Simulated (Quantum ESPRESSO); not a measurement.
Workfunction calculation, with input and output: Au (part 2 of 2)

The same run, continued: Au (slab, 5 atoms in the cell); Kohn-Sham DFT of a periodic cell, PBE, PseudoDojo 0.4.1 SR PBE standard, no spin polarisation (Quantum ESPRESSO 7.5); cutoff 1034.03 eV, 11×11×1 k-mesh, fermi-dirac of 0.05 eV. The structure derives from an entry of the Crystallography Open Database.

Geometry of the input (Å; fractional positions):
```
2.8928  -0.0000  -0.0000
-1.4464  2.5052  0.0000
0.0000  0.0000  24.4478
Au 0.6667  0.3333  0.3068
Au 0.3333  0.6667  0.4034
Au 0.0000  0.0000  0.5000
Au 0.6667  0.3333  0.5966
Au 0.3333  0.6667  0.6932
```

What the program printed, continued:
```
          k = 0.1330 0.2304 0.0000 ( 13439 PWs)   bands (ev):

   -98.3851 -98.2998 -98.2996 -97.9335 -97.9335 -49.7911 -49.7147 -49.6797
   -49.6685 -49.6418 -49.6154 -49.6100 -49.5896 -49.5884 -49.2717 -49.2717
   -49.2462 -49.2462 -49.2276 -49.2275  -1.5334  -0.6920   0.2540   0.7421
     0.8272   2.1126   2.1591   2.2948   2.5935   2.6305   2.8456   2.9744
     2.9874   3.1039   3.1400   3.1523   3.3213   3.5471   3.6288   3.8612
     3.9353   4.1130   4.2529   4.3624   4.5773   4.9462   5.0052   5.2114
     5.8303   7.4600   9.0129  11.9772  12.8808  13.0949  14.5451  15.0247
    17.2318  17.4890  20.3484  20.3920  21.2019

          k = 0.1330 0.3841 0.0000 ( 13433 PWs)   bands (ev):

   -98.3832 -98.2979 -98.2978 -97.9316 -97.9316 -49.7807 -49.7517 -49.6937
   -49.6645 -49.6576 -49.6542 -49.6310 -49.6017 -49.6000 -49.3091 -49.3091
   -49.2582 -49.2582 -49.2239 -49.2239  -0.6934   0.0343   0.8505   1.2255
     1.4091   1.7391   2.0372   2.0513   2.2037   2.5625   2.7368   2.8800
     2.9312   3.0109   3.2550   3.4720   3.6432   3.6912   3.8338   3.9652
     4.1393   4.3421   4.4205   4.6225   4.7041   4.8925   5.1869   5.3125
     6.5010   8.2780  10.4683  12.5404  13.6475  13.8585  15.3233  15.6511
    17.4590  18.0014  18.3912  18.6674  19.5141

          k = 0.1330 0.5377 0.0000 ( 13378 PWs)   bands (ev):

   -98.3811 -98.2958 -98.2958 -97.9296 -97.9296 -49.7928 -49.7725 -49.7094
   -49.6959 -49.6845 -49.6590 -49.6412 -49.6147 -49.6127 -49.3493 -49.3493
   -49.2713 -49.2713 -49.2201 -49.2200   0.1172   0.5753   0.9182   1.1348
     1.4004   1.5395   1.7831   2.2184   2.4312   2.5905   2.7858   2.8726
     3.1015   3.2480   3.5074   3.6599   3.7554   3.9965   4.1437   4.4276
     4.5520   4.8455   4.9485   5.0138   5.2302   5.3276   5.3635   5.9147
     7.3996   9.2348  11.9451  13.4809  14.3217  14.6714  15.0540  15.3458
    16.0809  16.5957  16.9350  17.5323  18.2911

          k = 0.1330 0.6913 0.0000 ( 13337 PWs)   bands (ev):

   -98.3795 -98.2943 -98.2942 -97.9280 -97.9280 -49.8239 -49.7746 -49.7289
   -49.7176 -49.6987 -49.6583 -49.6462 -49.6244 -49.6226 -49.3797 -49.3797
   -49.2813 -49.2813 -49.2172 -49.2171   0.3576   0.6163   0.8837   0.8993
     1.2175   1.3886   1.5414   2.1562   2.4623   2.6327   2.8539   3.0144
     3.2932   3.5557   3.7901   4.1831   4.4534   4.4993   4.7408   4.8623
     4.9026   5.0747   5.2353   5.3666   5.5224   6.2947   6.6342   7.3181
     8.7795  10.5830  11.1144  11.8269  12.7732  13.9590  14.5359  15.1924
    15.8753  16.4665  16.6952  17.5199  17.6975

          k = 0.1330 0.8449 0.0000 ( 13346 PWs)   bands (ev):

   -98.3789 -98.2937 -98.2936 -97.9275 -97.9275 -49.8355 -49.7786 -49.7403
   -49.7207 -49.7008 -49.6600 -49.6469 -49.6279 -49.6263 -49.3910 -49.3910
   -49.2851 -49.2851 -49.2161 -49.2161   0.3644   0.5365   0.8036   0.8762
     1.1448   1.3765   1.4314   2.1419   2.3668   2.6228   2.8307   3.0399
     3.5219   3.5455   3.9338   4.4123   4.6263   4.8362   4.9246   5.0587
     5.2286   5.3248   5.3476   5.4283   5.5896   7.6972   8.3025   8.6367
     8.9928   9.1413  10.6717  11.2412  11.6232  12.7259  13.4039  15.6883
    16.3704  16.9836  17.0478  17.4484  17.7503

          k = 0.2661 0.4609 0.0000 ( 13397 PWs)   bands (ev):

   -98.3814 -98.2961 -98.2960 -97.9299 -97.9299 -49.7815 -49.7723 -49.7153
   -49.6854 -49.6751 -49.6591 -49.6409 -49.6189 -49.6162 -49.3388 -49.3388
   -49.2754 -49.2754 -49.2205 -49.2205   0.1668   0.6367   1.1923   1.5063
     1.6131   1.7272   1.9305   1.9622   2.2991   2.3986   2.5842   2.7348
     2.8030   2.8551   3.3023   3.3834   3.5620   3.8259   4.0154   4.3259
     4.5045   4.7591   4.9743   5.0101   5.2351   5.3430   5.4140   5.9725
     7.3457   9.1413  11.8832  13.3194  14.5833  14.7910  15.7830  15.8500
    16.5887  16.6940  16.8327  17.4168  18.2131

          k = 0.2661 0.6145 0.0000 ( 13344 PWs)   bands (ev):

   -98.3797 -98.2944 -98.2944 -97.9282 -97.9282 -49.8070 -49.7686 -49.7345
   -49.7110 -49.6893 -49.6556 -49.6498 -49.6364 -49.6313 -49.3638 -49.3638
   -49.2932 -49.2932 -49.2174 -49.2174   0.7230   0.9151   1.2148   1.3061
     1.4859   1.7048   1.9592   2.2095   2.2839   2.4187   2.5966   2.8500
     3.1452   3.1915   3.3791   3.5341   3.7302   3.9548   4.1425   4.4315
     4.5501   4.9038   5.2811   5.3480   5.5013   6.3971   6.7104   7.4199
     8.7515  10.4259  12.6745  13.1955  13.7899  14.1643  14.8478  15.1544
    15.9310  16.0631  16.2730  17.2273  17.5737

          k = 0.2661 0.7681 0.0000 ( 13350 PWs)   bands (ev):

   -98.3787 -98.2934 -98.2934 -97.9272 -97.9272 -49.8217 -49.7700 -49.7454
   -49.7241 -49.6963 -49.6567 -49.6529 -49.6464 -49.6405 -49.3780 -49.3780
   -49.3045 -49.3045 -49.2156 -49.2156   0.7723   0.8363   1.1744   1.3375
     1.4042   1.6468   1.8542   2.1169   2.2040   2.5018   2.8602   3.0096
     3.1400   3.4095   3.5521   4.0365   4.1176   4.1479   4.5327   4.6566
     4.7885   5.0311   5.2138   5.3293   5.4980   7.8957   8.4430   9.3062
    10.0853  10.4617  11.0340  11.7935  12.1637  13.0617  14.0471  15.1266
    15.7717  16.3442  16.8940  16.9870  17.8612

          k = 0.3991 0.6913 0.0000 ( 13328 PWs)   bands (ev):

   -98.3786 -98.2933 -98.2933 -97.9271 -97.9271 -49.8093 -49.7650 -49.7596
   -49.7138 -49.6909 -49.6639 -49.6610 -49.6513 -49.6455 -49.3665 -49.3665
   -49.3185 -49.3185 -49.2154 -49.2154   1.0751   1.0827   1.4268   1.4681
     1.8015   1.8381   1.9860   2.0400   2.2806   2.4582   2.6913   2.7953
     3.2506   3.3130   3.4230   3.4897   3.7559   3.8848   4.1659   4.3328
     4.5777   4.9774   5.2401   5.3304   5.4851   7.8318   8.4348   9.3611
    10.5654  11.3551  11.8234  12.1950  12.7725  13.2777  13.8742  14.3913
    15.6643  16.0258  16.6017  16.7356  17.6835

          k = 0.3991 0.8449 0.0000 ( 13342 PWs)   bands (ev):

   -98.3782 -98.2929 -98.2929 -97.9267 -97.9267 -49.8055 -49.7743 -49.7618
   -49.7088 -49.6945 -49.6774 -49.6647 -49.6525 -49.6494 -49.3628 -49.3627
   -49.3326 -49.3326 -49.2146 -49.2146   1.1151   1.2169   1.4559   1.6398
     1.6656   1.9070   1.9646   2.0533   2.2293   2.5653   2.7774   2.8652
     3.2073   3.2609   3.6049   3.6346   3.6965   3.9597   4.2255   4.3487
     4.8936   4.9588   5.0734   5.2278   5.2280   9.4962   9.5443  10.2446
    10.4004  10.9058  11.2744  12.2357  12.4398  13.0904  13.3584  14.4334
    14.6823  15.4466  15.8871  17.0927  17.7375

     the Fermi energy is     7.3359 ev

!    total energy              =   -1481.94574703 Ry
     estimated scf accuracy    <          4.5E-09 Ry
     smearing contrib. (-TS)   =      -0.00161530 Ry
     internal energy E=F+TS    =   -1481.94413173 Ry

     The total energy is F=E-TS. E is the sum of the following terms:
     one-electron contribution =   -9676.89147920 Ry
     hartree contribution      =    4847.82241402 Ry
     xc contribution           =    -260.55001918 Ry
     ewald contribution        =    3607.67495264 Ry

     convergence has been achieved in  13 iterations

     Forces acting on atoms (cartesian axes, Ry/au):

     atom    1 type  1   force =     0.00000000    0.00000000   -0.01422063
     atom    2 type  1   force =     0.00000000   -0.00000000    0.00318683
     atom    3 type  1   force =    -0.00000000    0.00000000    0.00000000
     atom    4 type  1   force =    -0.00000000   -0.00000000   -0.00318683
     atom    5 type  1   force =    -0.00000000    0.00000000    0.01422063

     Total force =     0.020610     Total SCF correction =     0.000591

=------------------------------------------------------------------------------=
   JOB DONE.
=------------------------------------------------------------------------------=
```

File pp_density.out:
```
This program is part of the open-source Quantum ESPRESSO suite
     for quantum simulation of materials; please cite
         "P. Giannozzi et al., J. Phys.:Condens. Matter 21 395502 (2009);
         "P. Giannozzi et al., J. Phys.:Condens. Matter 29 465901 (2017);
         "P. Giannozzi et al., J. Chem. Phys. 152 154105 (2020);
          URL
     in publications or presentations arising from this work. More details at

     ./tmp/pwscf.save/

     IMPORTANT: XC functional enforced from input :
     Exchange-correlation= PBE
                           (   1   4   3   4   0   0   0)
     Any further DFT definition will be discarded
     Please, verify this is what you really want

     G-vector sticks info
     --------------------
     sticks:   dense  smooth     PW     G-vecs:    dense   smooth      PW
     Sum         637     637    187               107069   107069   17077

     Using Slab Decomposition

     Calling punch_plot, plot_num =   0
     Writing data to file  density.dat
     Reading data from file  density.dat

     Writing data to be plotted to file density.cube
     Plot Type: 3D                     Output format: Gaussian cube

=------------------------------------------------------------------------------=
   JOB DONE.
=------------------------------------------------------------------------------=
```

File pp_potential.out:
```
This program is part of the open-source Quantum ESPRESSO suite
     for quantum simulation of materials; please cite
         "P. Giannozzi et al., J. Phys.:Condens. Matter 21 395502 (2009);
         "P. Giannozzi et al., J. Phys.:Condens. Matter 29 465901 (2017);
         "P. Giannozzi et al., J. Chem. Phys. 152 154105 (2020);
          URL
     in publications or presentations arising from this work. More details at

     ./tmp/pwscf.save/

     IMPORTANT: XC functional enforced from input :
     Exchange-correlation= PBE
                           (   1   4   3   4   0   0   0)
     Any further DFT definition will be discarded
     Please, verify this is what you really want

     G-vector sticks info
     --------------------
     sticks:   dense  smooth     PW     G-vecs:    dense   smooth      PW
     Sum         637     637    187               107069   107069   17077

     Using Slab Decomposition

     Calling punch_plot, plot_num =  11
     Writing data to file  potential.dat
     Reading data from file  potential.dat

     Writing data to be plotted to file potential.cube
     Plot Type: 3D                     Output format: Gaussian cube

=------------------------------------------------------------------------------=
   JOB DONE.
=------------------------------------------------------------------------------=
```

File pp_elf.out:
```
This program is part of the open-source Quantum ESPRESSO suite
     for quantum simulation of materials; please cite
         "P. Giannozzi et al., J. Phys.:Condens. Matter 21 395502 (2009);
         "P. Giannozzi et al., J. Phys.:Condens. Matter 29 465901 (2017);
         "P. Giannozzi et al., J. Chem. Phys. 152 154105 (2020);
          URL
     in publications or presentations arising from this work. More details at

     ./tmp/pwscf.save/

     IMPORTANT: XC functional enforced from input :
     Exchange-correlation= PBE
                           (   1   4   3   4   0   0   0)
     Any further DFT definition will be discarded
     Please, verify this is what you really want

     G-vector sticks info
     --------------------
     sticks:   dense  smooth     PW     G-vecs:    dense   smooth      PW
     Sum         637     637    187               107069   107069   17077

     Using Slab Decomposition

     Calling punch_plot, plot_num =   8
     Message from routine do_elf_kin:
     elf/kin + US not fully implemented
     Writing data to file  elf.dat
     Reading data from file  elf.dat

     Writing data to be plotted to file elf.cube
     Plot Type: 3D                     Output format: Gaussian cube

=------------------------------------------------------------------------------=
   JOB DONE.
=------------------------------------------------------------------------------=
```

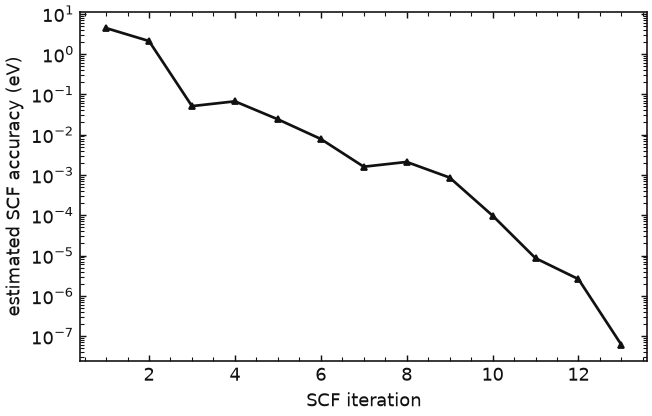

Convergence of the self-consistent field: estimated SCF accuracy against the iteration. The field takes 13 iterations in all.

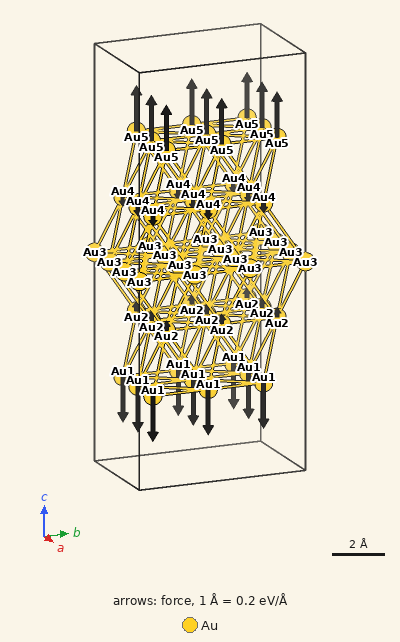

Forces on the atoms as black arrows (ball-and-stick view of the 3 × 3 repeat of the cell, with the vacuum cut short, seen slightly off an axis; atoms are numbered from 1 in the order of the input). The largest act on Au1, Au5 (0.37 eV/Å). The geometry is not a stationary point of this energy.

Results in brief:

- outcome: converged
- electrons treated: 95
- free energy: −20162.8991 eV
- work function, top face: 5.05 eV
- work function, bottom face: 5.05 eV
- Fermi energy: 7.336 eV
- gap on the k-point mesh: none (metallic)
- work function (upper face): 5.05 eV
- largest force (length of the vector): 0.366 eV/Å
- wall time: 5 min
- peak memory: 0.39 GiB

Notes on the run: negative rho. Spin–orbit coupling is left out, which matters for Au.
